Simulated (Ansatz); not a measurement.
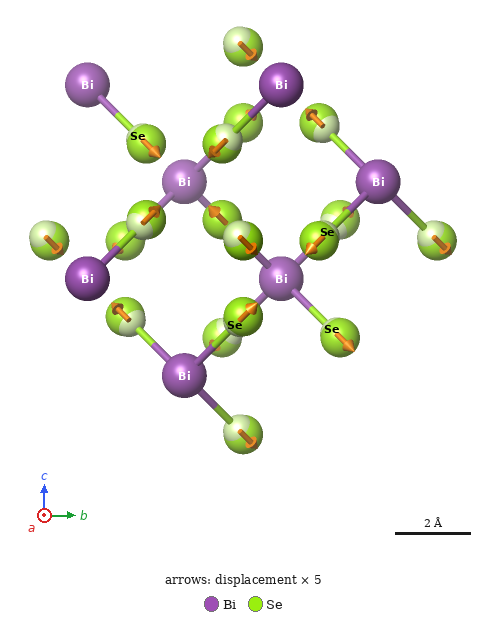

A relaxation of solid BiSe4 (a generated structure, set up in Fd-3m) (coarse preliminary run). The starting structure is drawn faded, the final one solid; orange arrows show the displacements, 5 times their true length.

Style: ball-and-stick. Shown: the atoms within 5.8 Å of the atom that moves most (axes of the conventional cell (4 times the calculation's cell)), along the a axis. Lengths and directions refer to the drawn axes.

These are results of Ansatz, DFT PBE, scalar-relativistic, plane waves, PAW, not measurements. Settings: plane-wave cutoff 420 eV; k-point mesh 4 × 4 × 4; occupations gaussian; smearing width 0.1 eV; no spin polarisation; cell and atoms relaxed; force threshold 0.04 eV/Å; at most 70 steps.

Atoms of which element are displaced furthest, and by how much?

Selenium: up to 0.17 Å, against 0.00 Å for bismuth.

What did the optimiser do to the structure, and how much energy did it gain?

Over 2 accepted moves (4 points after the start) the energy falls by 73.7 meV per atom. The largest force component goes from 0.57 to 0.034 eV/Å. Pressure: 1.72 GPa at the start and 0.05 GPa at the end. The line search rejected the trial step at point 2 of the run. At 1 point the geometry stayed and the basis and grid were re-selected for the new cell (energy shift of less than 0.05 meV per atom at most each time). The largest moves relative to the cell, 0.17 Å, are those of Se atoms. Bi stays in place. The volume changes by −0.3 %, with a = b = c 10.461 → 10.450 Å (−0.1 %). Some distances before and after: Bi–Se 2.590 → 2.755 Å. The space group stays Fd-3m (No. 227).

Limits of the set-up: layers or molecules are held without a dispersion correction, so their spacing is unreliable.
